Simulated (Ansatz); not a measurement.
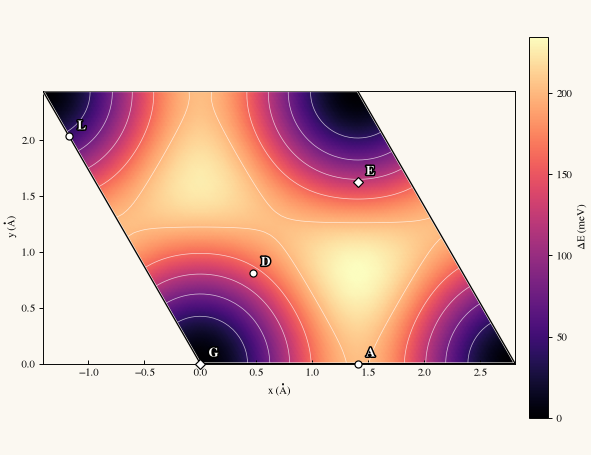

H on an Al(001) slab cut from the P6_3/mmc phase, its upper half relaxed before the scan (36 atoms of substrate and one adsorbate in a 2 × 2 cell). H is moved over the surface cell at a fixed height above a rigid substrate; the origin of the map has the adsorbate above Al33; the height is held at 2.50 Å. Places are given modulo a cell vector. The map is drawn in real space over the plane of the surface. The grid has 6 × 6 points; 10 points were computed and 26 follow by symmetry. Places are given in fractions of the 1 × 1 surface cell. Energies: meV, counted from the lowest grid point. The runs have no spin polarisation, so an open-shell adsorbate far from the surface lies too high. At a fixed height the lowest place need not be the adsorption site. All numbers below come from Ansatz 0.2.0, DFT PBE+D3(BJ), scalar-relativistic, plane waves, PAW. Settings: cutoff 420 eV, k-mesh 6×6×1, gaussian smearing 0.1 eV, no spin polarisation.

The picture shows a smooth colour map with a few white contour lines, the outline of one cell of the plane, lettered points. Between grid points the surface is interpolated.

### Rank the lettered points by energy, lowest first.

G (0 meV), L (49 meV), E (125 meV), D (150 meV), A (203 meV).

### What kind of point is each of A, D, E, G: minimum, saddle, maximum or slope?

A: saddle point; D: on a slope; E: on a slope; G: minimum. (In these two coordinates alone; a stationary point may lie a little off the grid point.)

PAW datasets: the set soft_1.
